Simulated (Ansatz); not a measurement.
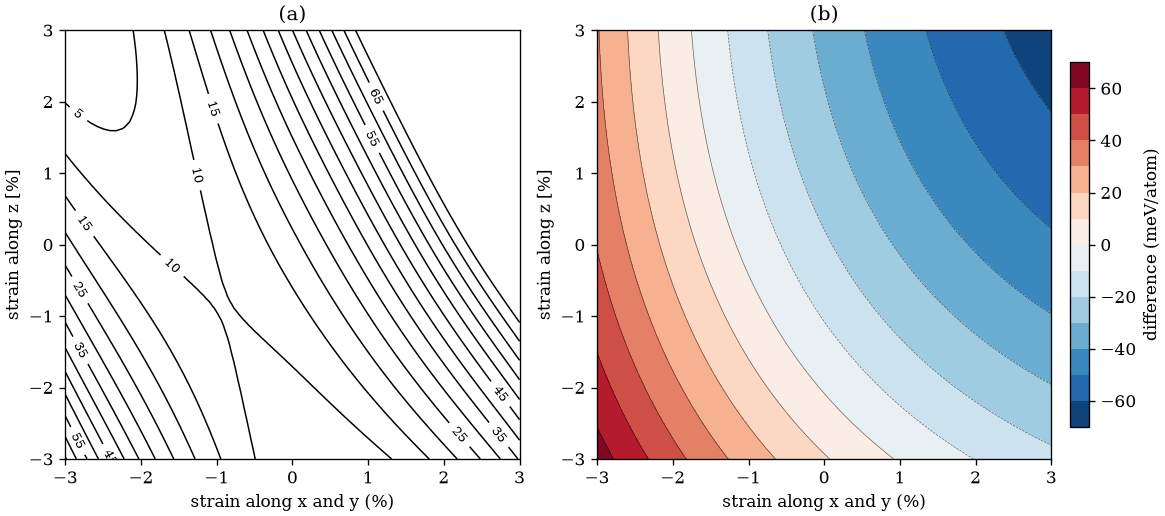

Pt (Im-3m, No. 229; 1 atom in the cell). 
- The cell is strained homogeneously, by one strain along x and y and another along z, with fractional coordinates fixed (x, y and z along the cube axes).
- First axis: strain along x and y. Second axis: strain along z.
- The scan uses a 5 × 5 grid.
- Points are written as (first, second).
- Energies are in meV/atom, from each map's own lowest point.
- The reference cell is the one listed in the database, not relaxed at this level.
- These are results of DFT r2SCAN, scalar-relativistic, plane waves, PAW (Ansatz 0.2.0), not measurements. Settings: cutoff 500 eV, k-mesh 22×22×22, gaussian smearing 0.15 eV, no spin polarisation.

Panel (a): Ansatz, DFT r2SCAN, scalar-relativistic, plane waves, PAW. Panel (b): the map at DFT PBEsol, scalar-relativistic, plane waves, PAW in Ansatz less the map of (a), each from its own lowest point.

Q: How does the change of method alter the landscape?

A: The difference runs from −65 meV/atom at (3.0 %, 3.0 %) to 65 meV/atom at (−3.0 %, −3.0 %).
